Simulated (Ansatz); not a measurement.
```cif
data_structure
_symmetry_space_group_name_H-M 'P 1'
_symmetry_Int_Tables_number 1
_cell_length_a 4.0418
_cell_length_b 4.0418
_cell_length_c 4.0418
_cell_angle_alpha 90.000
_cell_angle_beta 90.000
_cell_angle_gamma 90.000
_cell_volume 66.03
loop_
_atom_site_label
_atom_site_type_symbol
_atom_site_fract_x
_atom_site_fract_y
_atom_site_fract_z
_atom_site_occupancy
Al1 Al 0.00000 0.00000 0.00000 1
Al2 Al 0.50000 0.50000 0.00000 1
Al3 Al 0.50000 0.00000 0.50000 1
Al4 Al 0.00000 0.50000 0.50000 1
```

Space group Fm-3m; computed without spin polarisation.

All numbers below come from DFT PBE, scalar-relativistic, plane waves, PAW in Ansatz 0.2.0.

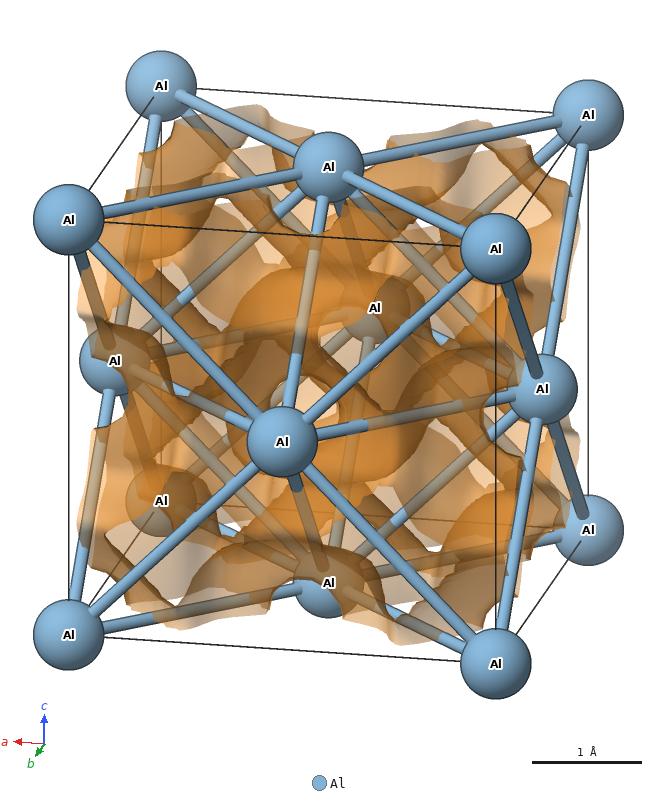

Al. Isosurface of the ELF at 0.55 (orange), seen at an oblique angle. Only the valence region is drawn (cores and ρ < 0.01 e/Å³ removed). Sticks mark near contacts.

**Identify the bonds, lone pairs and shells in this picture.**

At this value the surface marks out one network that runs through the whole crystal, counted in one cell of 4 atoms. Any copies at cell faces, edges or corners count once. There are no localised bonds or lone pairs at this value.

Values along the shortest contacts:
Al–Al (2.86 Å): the ELF peaks at about 0.65 between the atoms.

**Does the calculation make it a metal, or give it a gap?**

It is gapless in this calculation (a metal or semimetal).
